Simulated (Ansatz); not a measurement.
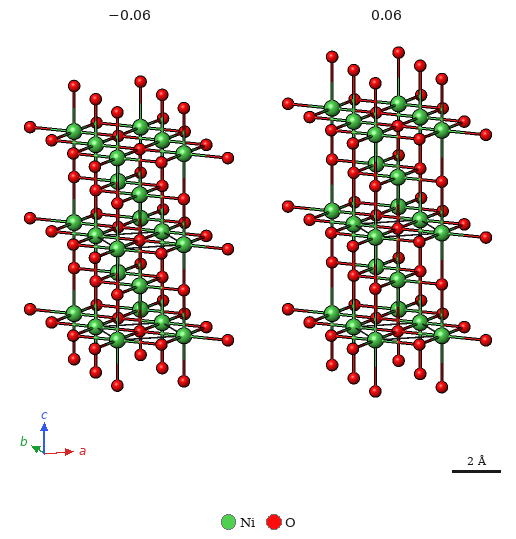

Crystalline NiO (set up in Fm-3m), under strain along c alone (the other axes held, atoms fixed by symmetry), with energies (extrapolated to zero smearing) counted from the relaxed crystal, which is the row at zero; the cubic crystal is set up in a tetragonal cell with a = a(cubic)/√2 and c = a(cubic). The picture shows the first and the last member. Style: ball-and-stick. Shown: the cell of the calculation, repeated 1 × 2 × 2 with one cell outlined, slightly off an axis.

Computed with Ansatz 0.2.0: DFT r2SCAN, scalar-relativistic, plane waves, PAW. Settings: plane-wave cutoff 500 eV; k-point mesh 10 × 10 × 8; occupations gaussian; smearing width 0.02 eV; collinear spin.

```
strain  energy (meV/atom)  a (Å)  c (Å)  band gap (eV)
 −0.06              50.63  2.962  3.937           0.21
 −0.04                  ?      ?      ?              ?
 −0.02               4.78  2.962  4.105           0.64
   0.0               0.00  2.962  4.189           0.82
  0.02               4.06  2.962  4.272           0.77
  0.04              15.03  2.962  4.356           0.68
  0.06              31.37  2.962  4.440           0.58
```

### Fill in the missing row.

A parabola through three neighbouring rows (−0.06, −0.02, 0.0) gives, with Lagrange weights, (0.3333)(50.63) + (1.0000)(4.78) + (−0.3333)(0.00) = 21.65 meV/atom. The calculation gives 20.70 meV/atom (a = 2.962 Å, c = 4.021 Å). The estimate is 0.95 meV/atom too high. For the gap a parabola through the rows −0.06, −0.02, 0.0 gives 0.44 eV, and the calculation 0.43 eV (semilocal gaps, lower than measured ones as a rule). From the first member to the last: Ni–O 1.969 → 2.220 Å.

The whole series:

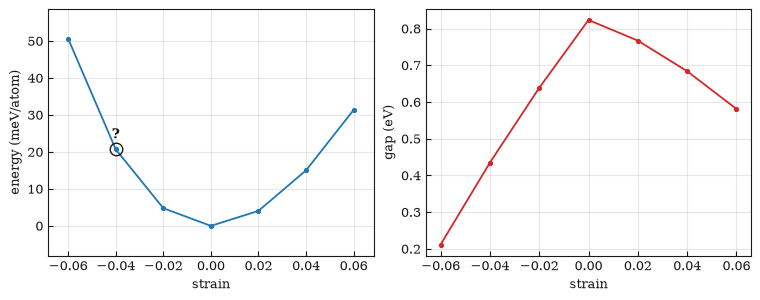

The cells carry a magnetic moment (3.9 to 3.9 μB per cell in all, first to last member); only the order that this cell allows was tried.
